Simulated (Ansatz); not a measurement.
# Geometry relaxation, with input and output: Ag (part 2 of 2)

Ag (slab, 4 atoms in the cell); DFT PBEsol, scalar-relativistic, plane waves, PAW, no spin polarisation (Ansatz 0.2.0); cutoff 420 eV, 10×10×1 k-mesh, Gaussian smearing of 0.1 eV. The structure derives from an entry of the Crystallography Open Database. The input holds or restrains some coordinates. Forces given for the steps count only the free coordinates. It belongs to a series of runs on one base structure; here: clean slab, lower half held.

Geometry of the input (Å; fractional positions):
```
2.8669  0.0000  0.0000
0.0000  2.8669  0.0000
0.0000  0.0000  23.0816
Ag 0.5000  0.5000  0.3683
Ag 0.0000  0.0000  0.4561
Ag 0.5000  0.5000  0.5439
Ag 0.0000  0.0000  0.6317
```

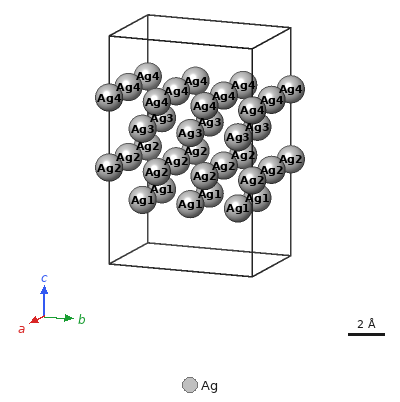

Figure 1. The geometry at step 2 of the log (spheres-only view of the 2 × 3 repeat of the cell, with the vacuum cut short, seen slightly off an axis; atoms are numbered from 1 in the order of the input).

```
WARN: The input density's exchange-correlation potential varies sharply where the density is thin. Do not read a vacuum level from v_tot or v_xc, or from such a field of the output density. On a cell that repeats whose density bears no net charge and no dipole along the vacuum's axis use v_es (v_loc + v_h of the components); under efield.dipole_correction with no amplitude use v_es + v_field, which holds any external_charges[].barrier, or the levels of the report's work_function block, which leave it out; under a non-zero efield.amplitude the vacuum is tilted and has no level; on a cell that repeats and bears such a dipole with no correction it is tilted too, and efield.dipole_correction with no amplitude gives each side of its ramp a level where efield: is served; in a cell that repeats whose density bears a net charge (total_charge, or a fill off its count) it is curved and has none; of a slab under crystal.periodic whose density bears no net charge use v_es, which has a level on each side, short of where the two are joined; of another it falls or rises all the way out and has none; of a slab beside external_charges read slab_vacuum_level instead, which it has where they leave it neutral. The grid or the basis barely resolves most such structure, and the values can differ between equally converged runs; as a rule a tighter scf.convergence.dr2_threshold does not remove it. Where the density itself ripples (under the LDA too) a higher basis.ecutwfc lessens it. The files hold the spikes' plane waves up to the density's cutoff. Files: v_tot and the like, and their columns of v_z.tsv (output.write_potential); v_xc and the like, and their columns of v_comp_z.tsv (output.write_potential_components); where files of the output density stand in their place, no point of their own thin density is over the threshold below, and this is of outcome.potential() and, of a run that writes arrays (npy), the arrays of these names. Measured: with its Gaussian average of σ = 0.25 Å subtracted twice, the exchange-correlation potential is over 0.1 eV at 1 of the grid points where the equally averaged density (valence and model cores) is under 1e-3 e/Å³, and 0.158 eV at the most among them, at an averaged density of 3.1e-7 e/Å³. See output.write_potential in the manual, Limitations
SCF converged after 7 iterations
Free energy (F): -30087.840390 eV
Harris-Foulkes:  -30087.840390 eV  (|F-HF|=2.88e-8)
Internal energy: -30087.835745 eV  (E = F + TS)
E sigma→0 (E₀):  -30087.838067 eV
Entropy (-TS):   -0.004646 eV (-1.161 meV/atom)
Fermi energy:    3.508214 eV
Dipole field:    D = 0.000337 V/Å  (p = 0.000353 e·Å, saw-weighted, corrected)
Work function:   Φ+ = 4.2736 eV   Φ− = 4.2814 eV
Levels:          The Fermi level and band energies are counted from a zero that moves with the ramp; work functions are not
--- Per-component energies (eV) ---
  E_band       = -1985.648598
  E_kinetic    = 2109.240325
  E_local      = -114627.874522  (includes V_loc(G=0)·N_el)
  E_nonlocal   = 331.489428
  E_hartree    = 56391.916956
  E_xc         = -732.770202
  E_vxc        = -934.770924  (∫ρ·V_xc dr)
  E_paw        = -15339.803730  (= ΣΔE_a)
  E_vpaw       = -1647.597153  (= ΣTr[D̂ρ^β])
  E_aug_tail   = 0.001179  (compensation charges beyond the density's cutoff)
  E_efield     = 0.000000  (sawtooth field / dipole correction)
  E_vefield    = 0.000188  (∫n·V_field dr)
  E_ewald      = 41778.673864
  E_core_change = 1.290956  (= ΣΔE_core)
  E_smearing   = -0.004646  (= −TS)
  E_closure    = -0.000000  (closes the sum)
  Σ components = -30087.840390   (vs F -30087.840390, Δ=0.00e0)
--- Forces (eV/Å), atoms counted from 1 ---
  atom   1  Ag     0.00000000     0.00000000     0.14073573
  atom   2  Ag     0.00000000     0.00000000    -0.14080388
  atom   3  Ag    -0.00000000     0.00000000    -0.00095237
  atom   4  Ag     0.00000000     0.00000000     0.00102091
  max |Σ_I F_I| component: 3.94e-7 eV/Å
--- Band table (eV; the first three rows and the last of 21) ---
  k-point 0: bands = ["-88.5154", "-88.4920", "-88.2060", "-88.1819", "-52.0574", "-51.9785", "-51.9785", "-51.9717", "-51.9393", "-51.9393", "-51.6996", "-51.6750", "-51.6722", "-51.6722", "-51.6487", "-51.6487", "-4.1020", "-3.0319", "-2.8406", "-2.6911", "-2.3847", "-2.3547", "-1.7854", "-1.4909", "-1.2174", "-1.2174", "-0.6176", "-0.6176", "-0.5234", "-0.4167", "-0.2324", "0.0683", "0.1273", "0.1273", "0.4178", "0.5143", "0.5945", "0.5945", "0.7179", "3.2059", "4.7435", "7.6679", "7.7644", "8.8009", "9.6168", "11.3157"]
  k-point 1: bands = ["-88.5146", "-88.4916", "-88.2054", "-88.1813", "-52.0554", "-51.9938", "-51.9769", "-51.9662", "-51.9485", "-51.9392", "-51.6989", "-51.6810", "-51.6743", "-51.6716", "-51.6576", "-51.6481", "-3.9038", "-2.9171", "-2.7280", "-2.5646", "-2.3463", "-2.1855", "-1.7164", "-1.4155", "-1.2596", "-1.1890", "-0.8026", "-0.6907", "-0.5514", "-0.3784", "-0.2300", "-0.1562", "0.0801", "0.1906", "0.2659", "0.3128", "0.4526", "0.6247", "1.1509", "3.5106", "5.1550", "7.8597", "7.9411", "8.9964", "9.7792", "11.5016"]
  k-point 2: bands = ["-88.5125", "-88.4904", "-88.2039", "-88.1797", "-52.0514", "-52.0206", "-51.9728", "-51.9727", "-51.9637", "-51.9390", "-51.7040", "-51.6970", "-51.6807", "-51.6726", "-51.6701", "-51.6466", "-3.3937", "-2.7539", "-2.4228", "-2.3219", "-2.2952", "-1.7213", "-1.3625", "-1.2488", "-1.2156", "-1.1268", "-1.0225", "-0.8654", "-0.7103", "-0.4315", "-0.3952", "-0.2813", "-0.2121", "0.1650", "0.1734", "0.1905", "0.4581", "0.6040", "1.8169", "4.2716", "6.1619", "8.4344", "8.4682", "9.5816", "10.2541", "10.6618"]
  k-point 20: bands = ["-88.5005", "-88.4809", "-88.1933", "-88.1691", "-52.0732", "-52.0732", "-52.0196", "-52.0196", "-52.0017", "-51.9808", "-51.7568", "-51.7568", "-51.7336", "-51.7336", "-51.6904", "-51.6645", "-2.9108", "-2.8807", "-2.7331", "-2.7331", "-2.2060", "-2.1665", "-1.9248", "-1.9248", "-0.7470", "-0.7470", "-0.0468", "-0.0368", "0.3123", "0.3123", "0.3552", "0.3553", "0.6928", "0.7128", "0.9610", "0.9848", "5.7805", "5.7805", "7.8235", "7.8235", "10.3372", "10.3372", "10.3891", "10.4027", "10.6898", "10.7008"]
--- Relaxed structure (3 steps of the walk, 3 accepted, 0 SCFs on fresh bases) ---
  F+E_penalty+E_count = -30087.84039019 eV   max|allowed force component| = 1.021e-3 eV/Å
  atoms:
    - { symbol: Ag, position: [0.5, 0.5, 0.36825836289999997] }
    - { symbol: Ag, position: [0.0, 0.0, 0.456086121] }
    - { symbol: Ag, position: [0.5, 0.5, 0.5442115158977028] }
    - { symbol: Ag, position: [1.343560968915199e-34, 0.0, 0.6301711194752274] }
```

Trajectory as extended XYZ (Å, eV, eV/Å), 3 frames, from step=1 to step=3
```
4
Lattice="2.8669 0.0000 0.0000 0.0000 2.8669 0.0000 0.0000 0.0000 23.0816" Properties=species:S:1:pos:R:3:forces:R:3 step=1 energy=-30087.83727
Ag    1.4335    1.4335    8.5000    0.0000   0.0000   0.1400
Ag    0.0000    0.0000   10.5272    0.0000   0.0000  -0.1561
Ag    1.4335    1.4335   12.5544    0.0000   0.0000   0.1561
Ag    0.0000    0.0000   14.5816    0.0000   0.0000  -0.1400
4
Lattice="2.8669 0.0000 0.0000 0.0000 2.8669 0.0000 0.0000 0.0000 23.0816" Properties=species:S:1:pos:R:3:forces:R:3 step=2 energy=-30087.83941
Ag    1.4335    1.4335    8.5000    0.0000   0.0000   0.1411
Ag    0.0000    0.0000   10.5272    0.0000   0.0000  -0.1320
Ag    1.4335    1.4335   12.5652    0.0000   0.0000  -0.0930
Ag    0.0000    0.0000   14.5264    0.0000   0.0000   0.0840
4
Lattice="2.8669 0.0000 0.0000 0.0000 2.8669 0.0000 0.0000 0.0000 23.0816" Properties=species:S:1:pos:R:3:forces:R:3 step=3 energy=-30087.84039
Ag    1.4335    1.4335    8.5000    0.0000   0.0000   0.1407
Ag    0.0000    0.0000   10.5272    0.0000   0.0000  -0.1408
Ag    1.4335    1.4335   12.5613    0.0000   0.0000  -0.0010
Ag    0.0000    0.0000   14.5454    0.0000   0.0000   0.0010
```

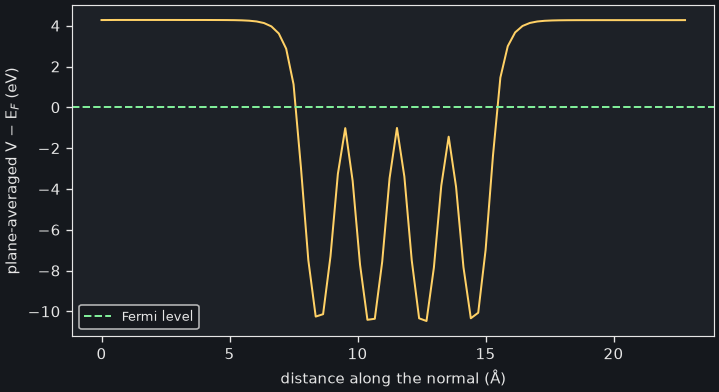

Figure 2. Plane average of the electrostatic potential energy of an electron across the cell, from the Fermi level. The vacuum level lies 4.27 eV above the Fermi level.

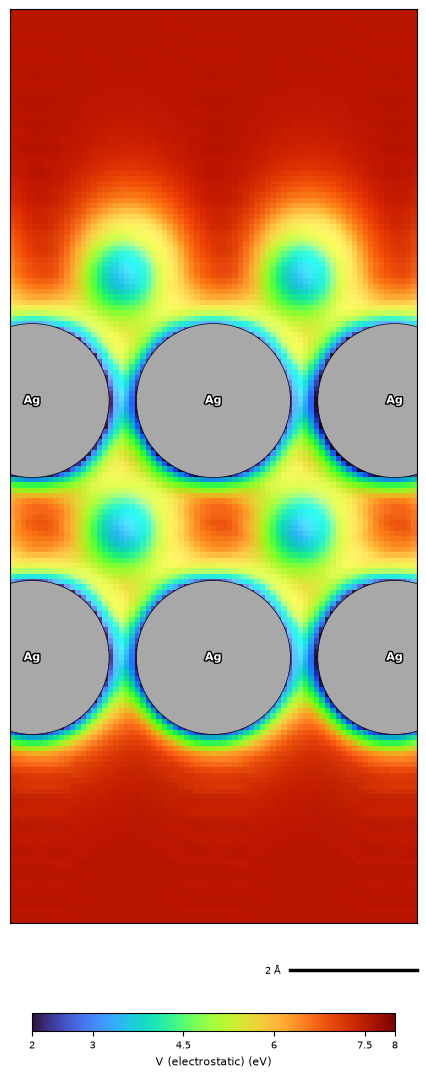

Figure 3. Electrostatic potential energy of an electron on the (010) plane of the calculation cell, a cut from vacuum to vacuum. Grey discs, where drawn, cover atomic cores. The section cuts through Ag sites. Core electrons are frozen (PAW), so the fields are smoothed inside the atomic spheres.

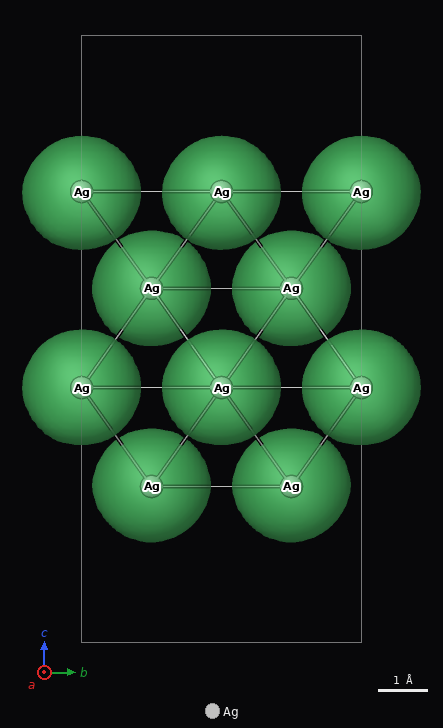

Figure 4. Isosurface of the valence electron density at 0.3 e/Å³ (green), seen along the a axis. Sticks mark near contacts. At this value the density breaks into separate islands; it holds about 90 % of the electrons treated as valence (semicore included). It is pinched off along the Ag–Ag (2.84 Å) contacts. On the grid the lowest density along these lines, outside the cores, is 0.24 e/Å³ (Ag–Ag, 2.84 Å).

Summary

| quantity | value |
| --- | --- |
| outcome | converged under the restraints of the input |
| electrons treated | 76 |
| free energy | −30087.8404 eV |
| work function, top face | 4.27 eV |
| work function, bottom face | 4.28 eV |
| Fermi energy | 3.508 eV |
| gap on the k-point mesh | none (metallic) |
| final volume | 189.71 Å³ |
| work function (upper face) | 4.27 eV |
| largest force (length of the vector) at the end, held atoms and coordinates included | 0.141 eV/Å |
| wall time | 27 s (CPU time 54 s) |
| peak memory | 0.46 GiB |

Remarks

The program warns: the exchange-correlation potential is rough where the density is thin.
